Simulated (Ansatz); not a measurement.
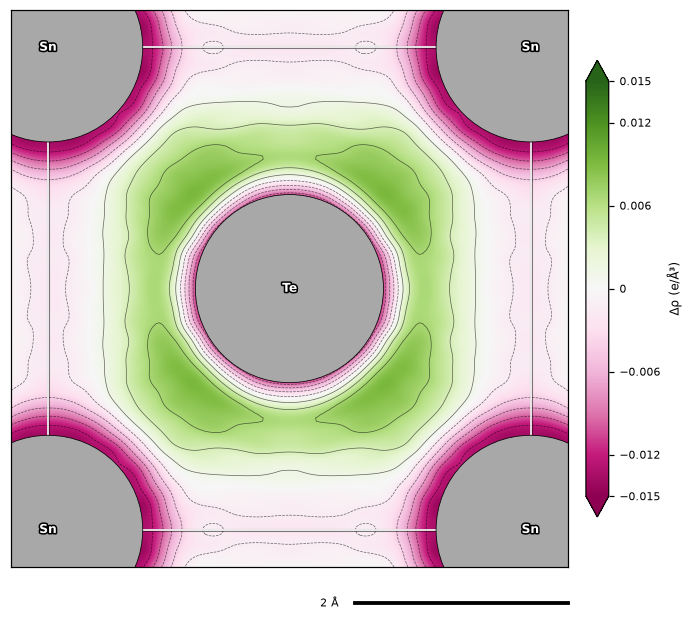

SnTe. Difference of the valence pseudo-densities of two functionals at the same geometry, on the (110) plane of the calculation cell: one of LDA and r2SCAN less the other.

Both computed with Ansatz (plane waves, PAW), on the same k-point mesh. Grey discs cover the atomic cores.

### Which was subtracted from which, and what does the map show?

It is r2SCAN less LDA. Against LDA, r2SCAN gives less density around Sn (−0.010 e/Å³ on average at 1.0 Å from the nucleus) and a change of +0.007 e/Å³ at the midpoint of Sn–Te.
